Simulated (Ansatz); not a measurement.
Run report: AgCl, band-structure calculation (part 2 of 2)

The same run, continued: AgCl (Cmcm, 4 atoms in the cell); DFT, HSE06, plane waves, PAW, no spin polarisation (Ansatz 0.2.0); cutoff 420 eV, 6×6×4 k-mesh, fixed occupations. The structure derives from a Materials Project entry. The geometry comes from this level: r2SCAN (a point of a series of strains).

Geometry of the input (Å; fractional positions):
```
1.8631  -5.5560  0.0000
1.8631  5.5560  0.0000
0.0000  0.0000  3.9420
Ag 0.3958  0.6042  0.7500
Ag 0.6042  0.3958  0.2500
Cl 0.8659  0.1341  0.2500
Cl 0.1341  0.8659  0.7500
```

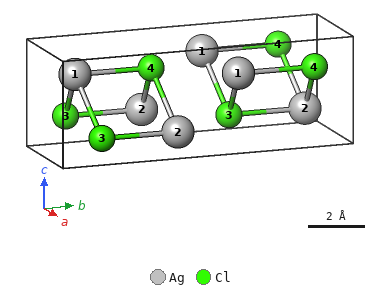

**Figure 1.** The structure (ball-and-stick view of the cell 2 times as large as that of the calculation, set on its symmetry axes, seen slightly off an axis; atoms are numbered from 1 in the order of the input). An atom can appear more than once, as a periodic image.

What the program printed, continued
```
SCF iter   1: F=—  HF=-17349.905670 eV  |F-HF|=—  |Δ(HF+E_count)|=         —  Δρ=1.02e-2  dr2=8.86e-2  ethr=2.34e-7  ⟨swp⟩=7.0  Hψ=6511  notcnv=0
preconditioner: auto → none  [insulator: Δε(μ)=1.867 eV  Ē_g=11.903 eV  n_scr=26 (ndim 8)  ℏωp=24.7 eV  f_vac=0.021]
SCF iter   2: F=—  HF=-17349.883263 eV  |F-HF|=—  |Δ(HF+E_count)|=   2.24e-2  Δρ=4.11e-3  dr2=1.02e-2  ethr=2.34e-7  ⟨swp⟩=5.1  Hψ=5521  notcnv=0
SCF iter   3: F=—  HF=-17349.899704 eV  |F-HF|=—  |Δ(HF+E_count)|=   1.64e-2  Δρ=2.37e-3  dr2=3.63e-3  ethr=2.34e-7  ⟨swp⟩=4.7  Hψ=4851  notcnv=0
SCF iter   4: F=—  HF=-17349.898940 eV  |F-HF|=—  |Δ(HF+E_count)|=   7.63e-4  Δρ=9.25e-4  dr2=4.45e-4  ethr=2.34e-7  ⟨swp⟩=4.0  Hψ=4030  notcnv=0
SCF iter   5: F=—  HF=-17349.899572 eV  |F-HF|=—  |Δ(HF+E_count)|=   6.31e-4  Δρ=4.58e-4  dr2=1.67e-4  ethr=2.34e-7  ⟨swp⟩=3.8  Hψ=3629  notcnv=0
iter 6 solved again at ethr=9.64e-10 eV; its pass at ethr=2.34e-7 eV (dr2=5.01e-7 eV) is discarded
SCF iter   6: F=-17349.899522 eV  HF=-17349.899523 eV  |F-HF|=1.22e-6  |Δ(HF+E_count)|=   4.82e-5  Δρ=3.39e-5  dr2=1.19e-6  ethr=9.64e-10  ⟨swp⟩=3.1  Hψ=6218  notcnv=0
SCF 2 stopped early in 6 iterations: F = -17349.899522 eV  dr2 = 1.19e-6
  Residual-converged pass: ⟨swp⟩=3.0  Hψ=2973  notcnv=0  max |occ|·‖R‖ = 6.6e-6 eV (tolerance 6.7e-6 eV)  dr2=1.19e-6  dr2_onsite=3.86e-8  max |Δocc| = 0.0e0
  greatest PAW one-centre occupation: 1.001 electrons in one spin orbital (limit 2), on the Ag atom at site 1 (counted from 0), in its partial waves of l = 1
hybrid outer 1: dexx = +2.211e-2 eV, tail = 4.63e-5 eV
Exchange kernel: α = 0.2500, screened, ω = 0.2079 Å⁻¹, Wigner–Seitz truncation, v(0) = 1042.2374 eV·Å³, q-mesh 6×6×4, nearest image of the exchange supercell L = 15.77 Å, pair-density grid 25×25×18, without the augmentation charges, whose exchange is taken in its separable form by FFT convolution over the k-point mesh (sized by the pseudopotential files, 24×40×27 at the most), smooth part of the exact exchange by density-matrix convolution
Frozen-core exchange: fock
SCF iter   1: F=—  HF=-17349.899552 eV  |F-HF|=—  |Δ(HF+E_count)|=         —  Δρ=5.23e-5  dr2=1.45e-6  ethr=4.45e-7  ⟨swp⟩=3.2  Hψ=3127  notcnv=0
preconditioner: auto → none  [insulator: Δε(μ)=1.869 eV  Ē_g=11.834 eV  n_scr=26 (ndim 8)  ℏωp=24.7 eV  f_vac=0.023]
SCF iter   2: F=—  HF=-17349.899552 eV  |F-HF|=—  |Δ(HF+E_count)|=   2.70e-7  Δρ=1.95e-5  dr2=7.23e-7  ethr=2.11e-9  ⟨swp⟩=3.5  Hψ=3463  notcnv=0
SCF iter   3: F=—  HF=-17349.899557 eV  |F-HF|=—  |Δ(HF+E_count)|=   4.91e-6  Δρ=9.00e-6  dr2=5.54e-8  ethr=2.38e-10  ⟨swp⟩=4.6  Hψ=3596  notcnv=0  defer=12
SCF iter   4: F=—  HF=-17349.899557 eV  |F-HF|=—  |Δ(HF+E_count)|=   5.23e-9  Δρ=2.16e-6  dr2=1.79e-9  ethr=8.49e-11  ⟨swp⟩=3.1  Hψ=3334  notcnv=0
SCF iter   5: F=-17349.899557 eV  HF=-17349.899557 eV  |F-HF|=7.28e-10  |Δ(HF+E_count)|=   2.30e-7  Δρ=6.72e-7  dr2=8.69e-10  ethr=2.62e-12  ⟨swp⟩=5.0  Hψ=3746  notcnv=0  defer=25
SCF 3 converged in 5 iterations: F = -17349.899557 eV  dr2 = 8.69e-10
  Residual-converged pass: ⟨swp⟩=2.2  Hψ=2503  notcnv=0  max |occ|·‖R‖ = 5.0e-7 eV (tolerance 5.1e-7 eV)  dr2=8.72e-10  dr2_onsite=3.17e-11  max |Δocc| = 0.0e0
hybrid outer 2: dexx = +5.032e-7 eV, tail = 3.23e-8 eV, Δε = 1.70e-3 eV (about 4.14e-5 eV left of the loop's levels), ΔF = 1.57e-2 eV/Å (tail 1.81e-3)
Exchange kernel: α = 0.2500, screened, ω = 0.2079 Å⁻¹, Wigner–Seitz truncation, v(0) = 1042.2374 eV·Å³, q-mesh 6×6×4, nearest image of the exchange supercell L = 15.77 Å, pair-density grid 25×25×18, without the augmentation charges, whose exchange is taken in its separable form by FFT convolution over the k-point mesh (sized by the pseudopotential files, 24×40×27 at the most), smooth part of the exact exchange by density-matrix convolution
Frozen-core exchange: fock
SCF iter   1: F=—  HF=-17349.899553 eV  |F-HF|=—  |Δ(HF+E_count)|=         —  Δρ=2.39e-6  dr2=2.02e-9  ethr=3.11e-10  ⟨swp⟩=4.3  Hψ=3116  notcnv=0
preconditioner: auto → none  [insulator: Δε(μ)=1.869 eV  Ē_g=11.833 eV  n_scr=26 (ndim 8)  ℏωp=24.7 eV  f_vac=0.023]
SCF iter   2: F=—  HF=-17349.899553 eV  |F-HF|=—  |Δ(HF+E_count)|=  5.38e-10  Δρ=4.81e-7  dr2=7.90e-9  ethr=3.65e-12  ⟨swp⟩=3.2  Hψ=3340  notcnv=0
SCF iter   3: F=-17349.899553 eV  HF=-17349.899553 eV  |F-HF|=4.37e-11  |Δ(HF+E_count)|=   8.83e-8  Δρ=2.42e-7  dr2=1.56e-10  ethr=1.65e-12 (applied; sched 1.00e-12)  ⟨swp⟩=5.1  Hψ=3151  notcnv=0
SCF 4 converged in 3 iterations: F = -17349.899553 eV  dr2 = 1.56e-10
  Residual-converged pass: ⟨swp⟩=2.7  Hψ=2581  notcnv=0  max |occ|·‖R‖ = 4.5e-7 eV (tolerance 4.5e-7 eV)  dr2=1.57e-10  dr2_onsite=3.96e-12  max |Δocc| = 0.0e0
hybrid outer 3: dexx = +9.117e-10 eV, tail = 3.41e-10 eV, Δε = 1.44e-4 eV (about 4.42e-6 eV left of the loop's levels), ΔF = 5.43e-4 eV/Å (tail 3.38e-4)
the search or the solves at the SCF's close seem to have found levels that the self-consistency loop had missed (the run counts 1). By its estimate they hold under 1e-12 electrons; where the run keeps them, the occupations were computed again with them
NSCF: frozen V_eff on 10 k-points
hybrid SCF converged: 3 outer / 14 inner (+4 warm-up), last move |dexx| = 9.12e-10 eV, tail = 3.41e-10 eV
Stability not checked: this state was not tested for a lower state beside it, because the functional holds exact exchange (a hybrid, or Hartree-Fock), whose exchange loop this test does not read (fock_operator; see scf.lower_state_search)
Free energy (F): -17349.899553 eV
Frozen-core exchange: fock
Harris-Foulkes:  -17349.899553 eV  (|F-HF|=4.37e-11)
Internal energy: -17349.899553 eV  (E = F + TS)
E sigma→0 (E₀):  -17349.899553 eV
Fermi energy:    7.764120 eV
--- Per-component energies (eV) ---
  E_band       = -811.448765
  E_kinetic    = 1380.988744
  E_local      = -6403.960618  (includes V_loc(G=0)·N_el)
  E_nonlocal   = 227.451286
  E_hartree    = 2826.230620
  E_xc         = -464.146329
  E_vxc        = -562.403945  (∫ρ·V_xc dr)
  E_exx        = -191.135505  (= α·E_x^exact, valence–valence)
  E_paw        = -9064.761565  (= ΣΔE_a)
  E_vpaw       = -723.714702  (= ΣTr[D̂ρ^β])
  E_aug_tail   = 0.000815  (compensation charges beyond the density's cutoff)
  E_ewald      = -5659.187010
  E_core_change = -1.379991  (= ΣΔE_core)
  E_smearing   = -0.000000  (= −TS)
  E_closure    = 0.000000  (closes the sum)
  Σ components = -17349.899553   (vs F -17349.899553, Δ=0.00e0)
--- Forces (eV/Å), atoms counted from 1 ---
  atom   1  Ag    -0.00000000     0.10431010     0.00000000
  atom   2  Ag     0.00000000    -0.10431010     0.00000000
  atom   3  Cl     0.00000000    -0.04591733     0.00000000
  atom   4  Cl    -0.00000000     0.04591733     0.00000000
  max |Σ_I F_I| component: 2.78e-17 eV/Å
--- Stress (GPa, compression-positive) ---
        1.020069       0.000000      -0.000000
        0.000000       1.567760      -0.000000
       -0.000000      -0.000000       1.629882
  P = ⅓ Tr σ = 1.4059 GPa (14.059 kbar)
--- Band table (eV; the first three rows and the last of 39) ---
  k-point 0: bands = ["-86.4785", "-86.4754", "-48.7534", "-48.7233", "-48.7217", "-48.7011", "-48.6889", "-48.6855", "-8.5972", "-7.9486", "3.0128", "3.9545", "4.1862", "4.2348", "4.2571", "4.5449", "4.5880", "4.6722", "4.7695", "4.8955", "5.0728", "5.1125", "5.4728", "5.8726", "6.0014", "6.0981", "9.6332", "12.3985", "17.0921", "17.5275", "19.2319"]
  k-point 1: bands = ["-86.4781", "-86.4758", "-48.7512", "-48.7344", "-48.7127", "-48.7027", "-48.6884", "-48.6860", "-8.4117", "-7.9380", "3.0667", "3.1347", "3.4397", "3.6316", "3.8366", "3.9634", "4.5128", "4.7202", "4.8176", "4.8950", "4.9862", "5.3516", "6.0179", "6.0973", "6.8100", "6.8363", "11.2783", "13.8118", "16.2743", "17.3048", "17.8570"]
  k-point 2: bands = ["-86.4769", "-86.4769", "-48.7447", "-48.7447", "-48.7067", "-48.7067", "-48.6872", "-48.6872", "-8.0730", "-8.0730", "2.5983", "2.5983", "3.1095", "3.1095", "3.6896", "3.6896", "4.8091", "4.8091", "4.9559", "4.9559", "4.9567", "4.9567", "6.2639", "6.2639", "7.6519", "7.6519", "13.6747", "13.6747", "16.0839", "16.0839", "17.5380"]
  k-point 38: bands = ["-86.4769", "-86.4769", "-48.7450", "-48.7450", "-48.7064", "-48.7064", "-48.6872", "-48.6872", "-8.0531", "-8.0531", "2.1368", "2.1368", "3.1859", "3.1859", "3.4387", "3.4387", "4.7453", "4.7453", "4.8580", "4.8580", "5.5844", "5.5844", "6.9560", "6.9560", "7.5972", "7.5972", "12.8636", "12.8636", "16.3141", "16.3141", "17.5033"]
```

File rho_z.tsv
```
# z_ang	rho[e/angstrom^3]
# format = ansatz-planar-average/11
# lattice	1.863140728	-5.555957921	0.000000000
# lattice	1.863140728	5.555957921	0.000000000
# lattice	0.000000000	0.000000000	3.942048570
# sites	4
# site	47	1.863140728	1.158124889	2.956536428
# site	47	1.863140728	-1.158124889	0.985512143
# site	17	1.863140728	-4.066083252	0.985512143
# site	17	1.863140728	4.066083252	2.956536428
0.000000	2.106679e-1
0.146002	2.402472e-1
0.292004	3.397619e-1
0.438005	5.158167e-1
0.584007	7.415626e-1
0.730009	9.606924e-1
0.876011	1.109759e0
1.022013	1.142253e0
1.168014	1.047536e0
1.314016	8.560586e-1
1.460018	6.255239e-1
1.606020	4.190248e-1
1.752022	2.802408e-1
1.898023	2.178145e-1
2.044025	2.178145e-1
2.190027	2.802408e-1
2.336029	4.190248e-1
2.482031	6.255239e-1
2.628032	8.560586e-1
2.774034	1.047536e0
2.920036	1.142253e0
3.066038	1.109759e0
3.212040	9.606924e-1
3.358041	7.415626e-1
3.504043	5.158167e-1
3.650045	3.397619e-1
3.796047	2.402472e-1
```

File v_z.tsv
```
# z_ang	v_es[eV]	v_tot[eV]
# format = ansatz-planar-average/11
# xc	hse06
# density_cutoff_ev	1680
# datasets	Ag=:simpson_from_first_knot:soft:fock:shift=0	Cl=:simpson_from_first_knot:soft:fock:shift=0
# lattice	1.863140728	-5.555957921	0.000000000
# lattice	1.863140728	5.555957921	0.000000000
# lattice	0.000000000	0.000000000	3.942048570
# sites	4
# site	47	1.863140728	1.158124889	2.956536428
# site	47	1.863140728	-1.158124889	0.985512143
# site	17	1.863140728	-4.066083252	0.985512143
# site	17	1.863140728	4.066083252	2.956536428
0.000000	1.036827e1	2.962896e0
0.146002	9.873902e0	2.337437e0
0.292004	8.534719e0	6.672414e-1
0.438005	6.754940e0	-1.539053e0
0.584007	5.003145e0	-3.719864e0
0.730009	3.618684e0	-5.469128e0
0.876011	2.791823e0	-6.535667e0
1.022013	2.620743e0	-6.758385e0
1.168014	3.127927e0	-6.099975e0
1.314016	4.250161e0	-4.666537e0
1.460018	5.850432e0	-2.662755e0
1.606020	7.668912e0	-4.059730e-1
1.752022	9.289432e0	1.605635e0
1.898023	1.024252e1	2.803054e0
2.044025	1.024252e1	2.803054e0
2.190027	9.289432e0	1.605635e0
2.336029	7.668912e0	-4.059730e-1
2.482031	5.850432e0	-2.662755e0
2.628032	4.250161e0	-4.666537e0
2.774034	3.127927e0	-6.099975e0
2.920036	2.620743e0	-6.758385e0
3.066038	2.791823e0	-6.535667e0
3.212040	3.618684e0	-5.469128e0
3.358041	5.003145e0	-3.719864e0
3.504043	6.754940e0	-1.539053e0
3.650045	8.534719e0	6.672414e-1
3.796047	9.873902e0	2.337437e0
```

Summary

| quantity | value |
| --- | --- |
| outcome | converged |
| space group (tolerance 0.01 Å) | Cmcm (63) |
| electrons treated | 52 |
| free energy | −17349.8996 eV |
| Fermi energy | 7.764 eV |
| gap on the k-point mesh | 1.87 eV |
| pressure | 1.41 GPa |
| largest force (length of the vector) | 0.104 eV/Å |
| hardware | 4 threads of Arm Neoverse V2, 24 GiB of memory available, shared host |
| wall time | 90 s (CPU time 5.5 min) |
| peak memory | 2.6 GiB |

Remarks

The program warns: the exchange loop's threshold is looser than advised for the stress; the SCF threshold is looser than advised for the printed stress.
